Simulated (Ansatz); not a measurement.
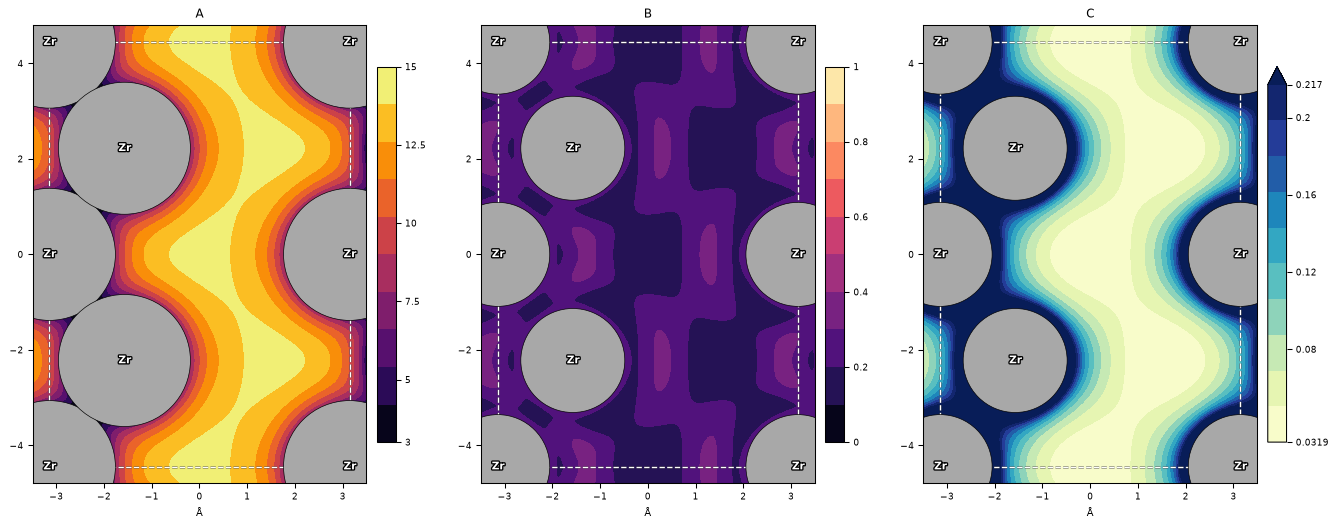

Zr: 3 fields on the (110) plane of the conventional cell, with unlabelled colour scales. Grey discs cover the atomic cores.

Space group Fd-3m; set up as Zr, diamond; a generated structure, not necessarily the stable one; changed on purpose from its base cell (volume × 1.12); computed pressure about −4 GPa in this cell.

The calculation used Ansatz, DFT, LDA (PW92), plane waves (420 eV) with PAW, scalar-relativistic.

Question: Match the panels to the quantities (electron localisation function, electrostatic potential energy of an electron and valence pseudo-density).

Answer: Panel A: electrostatic potential energy of an electron (low next to the atoms, rising into the space between them). Panel B: electron localisation function. Panel C: valence pseudo-density.
